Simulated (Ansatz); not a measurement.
## MgO: a changed input and its effect

System: MgO (P2/m, 4 atoms in the cell).
Method of run 1: DFT PBE, scalar-relativistic, plane waves, PAW, no spin polarisation (Ansatz 0.2.0).

The structure was made by a generator, so it may or may not be a known phase. Text and figures count atoms from 1; the logs count them from 0 in places.

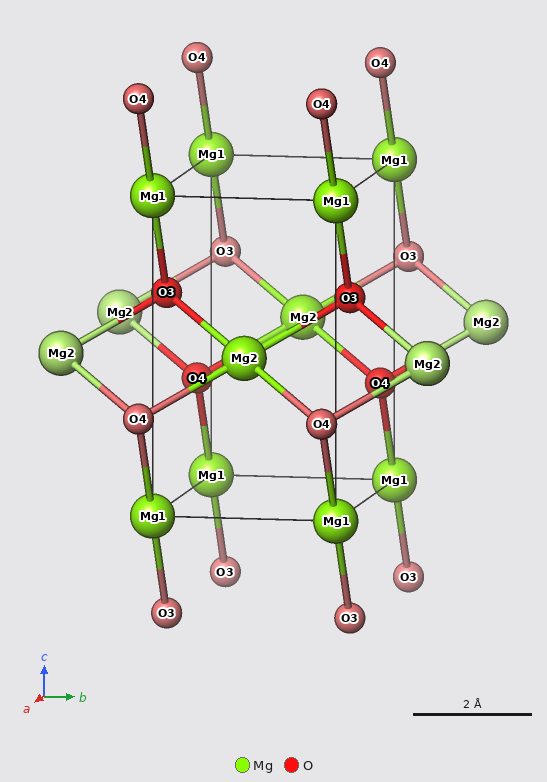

Figure 1. The structure as given in the input (ball-and-stick view of the cell of the calculation, seen slightly off an axis; neighbours outside the cell are drawn fainter; atoms are numbered from 1 in the order of the input). An atom can appear more than once, as a periodic image. Near neighbours in the periodic cell (some may lie outside the picture): Mg has 2 O at 2.20 Å; Mg has 4 O at 2.20 Å; O has 3 Mg at 2.20 Å.

### Input, run 1
```yaml
crystal:
  lattice:
    - [5.08521739, 0.0, 0.0]
    - [0.0, 3.17826087, 0.0]
    - [0.0, 0.0, 5.50490931]
  atoms:
    - { symbol: Mg, position: [0.0, 0.0, 0.0] }
    - { symbol: Mg, position: [0.0, 0.5, 0.5] }
    - { symbol: O, position: [0.76, 0.0, 0.66666667] }
    - { symbol: O, position: [0.24, 0.0, 0.33333333] }
basis:
  ecutwfc: 420
kpoints:
  mp_grid: { grid: [4, 6, 4] }
hamiltonian:
  xc: pbe
scf:
  occupations: { method: gaussian, width: 0.1 }
  lower_state_search: "off"
output:
  forces: true
  stress: true
  eigenvalues: true
```

Launched with:
```bash
ansatz run input.yaml --threads 1 --pin off --max-ram 2560MiB --backend cpu --events-out ev --progress --plain --runs-dir out
```

Hardware: 1 thread of Intel Xeon @ 2.70GHz, 189 GiB of memory available, shared host.

### Output, shortened to warnings, some set-up lines, iterations and results (run 1)
```
Basis set: ecut = 420 eV, 1733 PW (Γ), exchange–correlation on 72×48×80 points (8 copies of the dense FFT grid, shifted against one another)
Symmetry: 4 space group operations
k-points: 40 of 96
Initial density: superposition of atomic densities (neutral atoms: chi_scale 0, normalization atom), corrected by the library's trained network
[...]
SCF iter   1: F=—  HF=-4981.909516 eV  |F-HF|=—  |Δ(HF+E_count)|=         —  Δρ=2.39e-3  dr2=4.10e-3  ethr=1.77e-3  ⟨swp⟩=5.9  Hψ=3879  notcnv=0
SCF iter   2: F=—  HF=-4981.909831 eV  |F-HF|=—  |Δ(HF+E_count)|=   3.15e-4  Δρ=1.06e-3  dr2=8.38e-4  ethr=1.28e-5  ⟨swp⟩=2.0  Hψ=1532  notcnv=0
SCF iter   3: F=—  HF=-4981.910956 eV  |F-HF|=—  |Δ(HF+E_count)|=   1.12e-3  Δρ=1.24e-3  dr2=1.69e-3  ethr=2.62e-6  ⟨swp⟩=2.0  Hψ=1145  notcnv=0
SCF iter   4: F=—  HF=-4981.910715 eV  |F-HF|=—  |Δ(HF+E_count)|=   2.41e-4  Δρ=2.88e-4  dr2=8.92e-5  ethr=2.62e-6  ⟨swp⟩=2.0  Hψ=1088  notcnv=0
SCF iter   5: F=—  HF=-4981.910749 eV  |F-HF|=—  |Δ(HF+E_count)|=   3.48e-5  Δρ=6.90e-5  dr2=3.27e-6  ethr=2.79e-7  ⟨swp⟩=2.0  Hψ=1024  notcnv=0
SCF iter   6: F=-4981.910759 eV  HF=-4981.910759 eV  |F-HF|=2.56e-7  |Δ(HF+E_count)|=   9.39e-6  Δρ=7.21e-6  dr2=5.06e-8  ethr=3.13e-10  ⟨swp⟩=5.4  Hψ=4188  notcnv=0
SCF 1 converged in 6 iterations: F = -4981.910759 eV  dr2 = 5.06e-8
SCF converged after 6 iterations
Free energy (F): -4981.910759 eV
Harris-Foulkes:  -4981.910759 eV  (|F-HF|=2.56e-7)
Internal energy: -4981.908198 eV  (E = F + TS)
E sigma→0 (E₀):  -4981.909478 eV
Entropy (-TS):   -0.002561 eV (-0.640 meV/atom)
Fermi energy:    1.031645 eV
--- Per-component energies (eV) ---
  E_band       = -843.781114
  E_kinetic    = 490.447420
  E_local      = -4848.327095  (includes V_loc(G=0)·N_el)
  E_nonlocal   = 286.396279
  E_hartree    = 1806.547105
  E_xc         = -202.391092
  E_vxc        = -258.642029  (∫ρ·V_xc dr)
  E_paw        = -899.585286  (= ΣΔE_a)
  E_vpaw       = -126.756797  (= ΣTr[D̂ρ^β])
  E_aug_tail   = 0.004621  (compensation charges beyond the density's cutoff)
  E_ewald      = -1615.000151
  E_smearing   = -0.002561  (= −TS)
  E_closure    = 0.000000  (closes the sum)
  Σ components = -4981.910759   (vs F -4981.910759, Δ=0.00e0)
--- Forces (eV/Å), atoms counted from 1 ---
  atom   1  Mg     0.00000000     0.00000000     0.00000000
  atom   2  Mg     0.00000000     0.00000000     0.00000000
  atom   3  O      3.08743019     0.00000000     1.47464581
  atom   4  O     -3.08743019    -0.00000000    -1.47464581
  max |Σ_I F_I| component: 4.44e-16 eV/Å
--- Stress (GPa, compression-positive) ---
      -15.918662       0.000000      -4.552300
        0.000000      -3.295281      -0.000000
       -4.552295      -0.000000     -11.065126
  P = ⅓ Tr σ = -10.0930 GPa (-100.930 kbar)
```

The input of run 2 differs as follows (lines with − go, lines with + come):
```diff
-    - { symbol: O, position: [0.76, 0.0, 0.66666667] }
-    - { symbol: O, position: [0.24, 0.0, 0.33333333] }
+    - { symbol: O, position: [0.76, 0.0, 0.66666667], spin: 1.0 }
+    - { symbol: O, position: [0.24, 0.0, 0.33333333], spin: 1.0 }
+  populations: true
+magnetization:
+  spin_polarized: true
```

Predict how the results change.

The energy is the same within 0.01 meV per atom. With spin allowed, the absolute moment of the cell comes to 0.00 μB. The SCF takes 18 iterations against 6. On the same kind of shared host run 2 took about 4.9 times as long. The two runs start from different initial densities, which also moves the count.

### Output, shortened to warnings, some set-up lines, iterations and results (run 2)
```
WARN: the starting moments were not kept: the SCF closed with an absolute magnetisation of 3.5e-6 μB, where they sum to 2 μB in size (2 sites). That is at most 0.1 of that sum. Measured as dr2_m measures the in/out step, that magnetisation stands 3.2e-12 eV from none, at or under the dr2_threshold of 1.0e-7 eV: it is no larger than a step whose dr2_m would equal this threshold. The system may …
Basis set: ecut = 420 eV, 1733 PW (Γ), exchange–correlation on 72×48×80 points (8 copies of the dense FFT grid, shifted against one another)
Symmetry: 4 space group operations
k-points: 40 of 96
Initial density: superposition of atomic densities (chi_scale 0.1, normalization cell, long waves kept (reshape's long-wave potential 0.25 eV rms))
[...]
SCF iter   1: F=—  HF=-4982.318782 eV  |F-HF|=—  |Δ(HF+E_count)|=         —  Δρ=5.76e-2 (↑5.76e-2 ↓3.29e-2)  dr2=3.14e0  dr2_m=8.60e-1  M=0.208 μB ∫|m|=0.805 μB  β_m=0.30  …
SCF iter   2: F=—  HF=-4982.029278 eV  |F-HF|=—  |Δ(HF+E_count)|=   2.90e-1  Δρ=3.57e-2 (↑3.57e-2 ↓3.22e-2)  dr2=1.45e0  dr2_m=6.14e-1  M=0.044 μB ∫|m|=0.616 μB  β_m=0.30  …
SCF iter   3: F=—  HF=-4981.811663 eV  |F-HF|=—  |Δ(HF+E_count)|=   2.18e-1  Δρ=2.76e-2 (↑2.76e-2 ↓1.80e-2)  dr2=4.50e-1  dr2_m=3.36e-1  M=0.061 μB ∫|m|=0.536 μB  β_m=0.30  …
SCF iter   4: F=—  HF=-4981.802252 eV  |F-HF|=—  |Δ(HF+E_count)|=   9.41e-3  Δρ=1.65e-2 (↑1.61e-2 ↓1.65e-2)  dr2=1.73e-2  dr2_m=2.10e-1  M=0.026 μB ∫|m|=0.439 μB  β_m=0.30  …
SCF iter   5: F=—  HF=-4981.843081 eV  |F-HF|=—  |Δ(HF+E_count)|=   4.08e-2  Δρ=1.29e-2 (↑1.21e-2 ↓1.29e-2)  dr2=2.67e-3  dr2_m=1.27e-1  M=0.021 μB ∫|m|=0.366 μB  β_m=0.30  …
[... 9 lines ...]
SCF iter  15: F=-4981.910759 eV  HF=-4981.910759 eV  |F-HF|=4.54e-9  |Δ(HF+E_count)|=   1.45e-7  Δρ=3.79e-6 (↑3.79e-6 ↓2.93e-6)  dr2=1.24e-8  dr2_m=7.93e-9  M=0.000 μB …
SCF iter  16: F=-4981.910759 eV  HF=-4981.910759 eV  |F-HF|=1.58e-9  |Δ(HF+E_count)|=   2.08e-9  Δρ=1.60e-6 (↑1.60e-6 ↓1.52e-6)  dr2=1.59e-10  dr2_m=1.97e-9  M=0.000 μB …
SCF iter  17: F=-4981.910759 eV  HF=-4981.910759 eV  |F-HF|=1.05e-10  |Δ(HF+E_count)|=   2.36e-9  Δρ=5.72e-7 (↑5.72e-7 ↓5.12e-7)  dr2=2.10e-10  dr2_m=2.03e-10  M=-0.000 μB …
SCF iter  18: F=-4981.910759 eV  HF=-4981.910759 eV  |F-HF|=5.09e-11  |Δ(HF+E_count)|=  4.54e-10  Δρ=1.60e-7 (↑1.24e-7 ↓1.60e-7)  dr2=7.24e-11  dr2_m=6.68e-12  M=-0.000 μB …
SCF 1 converged in 18 iterations: F = -4981.910759 eV  dr2 = 7.24e-11
SCF converged after 18 iterations
Magnetization: -0.0000 μB (16.0000 up, 16.0000 down)
Absolute magnetization: 0.0000 μB (∫|ρ↑−ρ↓|, with the PAW one-centre terms)
Spin contamination: 0.0000 ħ² per cell (⟨S²⟩ above its minimum at these occupations)
Per-site moments (μB) at R_I (Å): [(1.7653799356683491e-7, 0.9090565554803497), (3.20432451045507e-8, 0.9090565646377354), (-7.132985523627684e-7, 0.9090565554803498), (-7.132985524208464e-7, 0.9090565554803497)]
Free energy (F): -4981.910759 eV
Harris-Foulkes:  -4981.910759 eV  (|F-HF|=5.09e-11)
Internal energy: -4981.908197 eV  (E = F + TS)
E sigma→0 (E₀):  -4981.909478 eV
Entropy (-TS):   -0.002562 eV (-0.640 meV/atom)
Fermi energy:    1.031532 eV
--- Per-component energies (eV) ---
  E_band       = -843.785016
  E_kinetic    = 490.447501
  E_local      = -4848.326315  (includes V_loc(G=0)·N_el)
  E_nonlocal   = 286.396450
  E_hartree    = 1806.546149
  E_xc         = -202.391028
  E_vxc        = -258.641945  (∫ρ·V_xc dr)
  E_paw        = -899.585424  (= ΣΔE_a)
  E_vpaw       = -126.757538  (= ΣTr[D̂ρ^β])
  E_aug_tail   = 0.004621  (compensation charges beyond the density's cutoff)
  E_ewald      = -1615.000151
  E_smearing   = -0.002562  (= −TS)
  E_closure    = 0.000000  (closes the sum)
  Σ components = -4981.910759   (vs F -4981.910759, Δ=0.00e0)
--- Forces (eV/Å), atoms counted from 1 ---
  atom   1  Mg     0.00000000     0.00000000     0.00000000
  atom   2  Mg     0.00000000     0.00000000    -0.00000000
  atom   3  O      3.08746269     0.00000000     1.47464914
  atom   4  O     -3.08746269    -0.00000000    -1.47464914
  max |Σ_I F_I| component: 0.00e0 eV/Å
--- Stress (GPa, compression-positive) ---
      -15.918242       0.000000      -4.551962
        0.000000      -3.295193      -0.000000
       -4.551962      -0.000000     -11.064794
  P = ⅓ Tr σ = -10.0927 GPa (-100.927 kbar)
--- Löwdin populations: 4 sites ---
  site symbol       q [e]    m [muB]
     0     Mg      8.7652     0.0000
     1     Mg      8.5687     0.0000
     2      O      7.1195    -0.0000
     3      O      7.1195    -0.0000
  spilling = 0.013345 (of n_electrons = 32.000000)
```

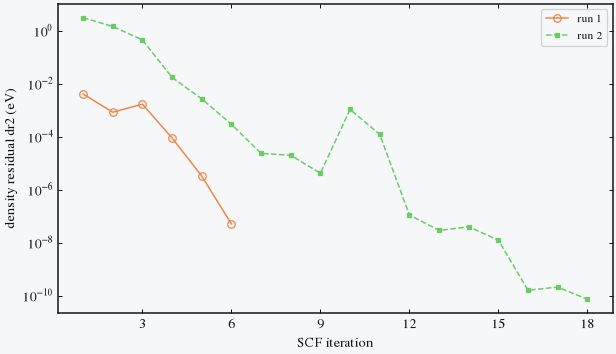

Figure 2. Convergence of the two runs: density residual dr2 against the SCF iteration. Run 1 takes 6 iterations in all, and run 2 takes 18.

### The two runs side by side

```csv
quantity,run 1,run 2
outcome,converged,converged
free energy per atom (eV),−1245.4777,−1245.4777
"energy per atom, smearing taken to zero (eV)",−1245.4774,−1245.4774
gap on the mesh (eV),0.00,0.00
pressure (GPa),−10.09,−10.09
largest force (eV/Å),3.422,3.422
SCF iterations,6,18
irreducible k-points,40,40
plane waves at Γ,1733,1733
net moment of the cell (μB),–,0.00
absolute moment of the cell (μB),–,0.00
wall time (shared host),2.4 s,12 s
```

For run 2: Warnings: some starting moments were not kept.
